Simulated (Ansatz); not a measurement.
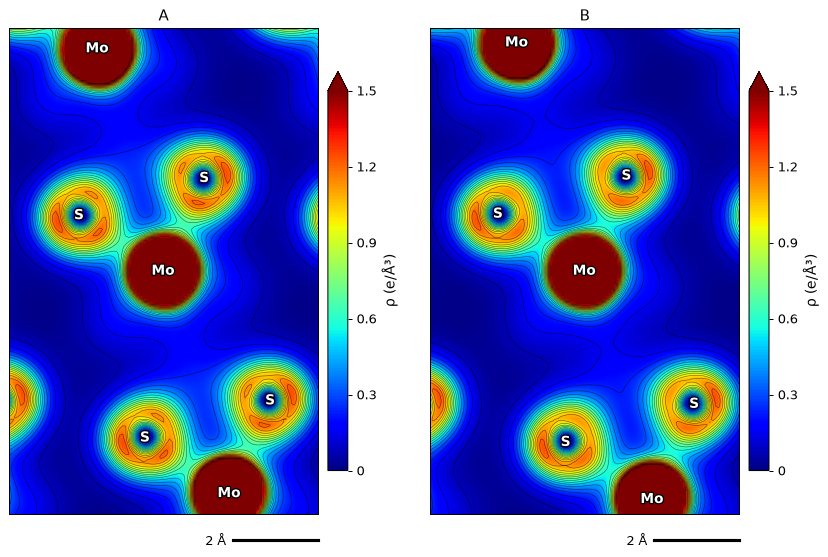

MoS$_{2}$. The valence pseudo-density of two cells that differ in size, on the (101̄) plane of each (indices in the axes of the calculation cell), at one length scale and on one colour scale; one has 17.4 and the other 18.8 Å³ an atom.

These are results of Ansatz, Kohn-Sham DFT of a periodic cell, PBEsol, Ansatz PAW, not measurements.

Core electrons are frozen (PAW), and the valence fields are smoothed inside the atomic spheres.

The larger cell:

```yaml
crystal:
  lattice:
    - [3.22198, 0.00000, 0.00000]
    - [-1.61099, 0.93010, 6.27062]
    - [1.61099, -2.79031, 0.00000]
  atoms:
    - { symbol: Mo, position: [0.00000, 0.00000, 0.00000] }
    - { symbol: S, position: [0.41700, 0.25100, 0.41700] }
    - { symbol: S, position: [0.25000, 0.75000, 0.25000] }
```

The smaller cell: a = 3.139 Å, b = 6.372 Å, c = 3.139 Å, α = 104.26°, β = 60.00°, γ = 104.26°.

Which is the denser cell? Describe the effect of the change.

Answer. Panel A is the smaller cell, by 8 % in volume. From the larger cell to the smaller, Mo–S goes from 2.43 to 2.37 Å, and the density at its midpoint from 0.58 to 0.65 e/Å³; the pressure goes from −8 to 3.6 GPa; the Kohn–Sham gap goes from 0.95 eV to 0.89 eV.
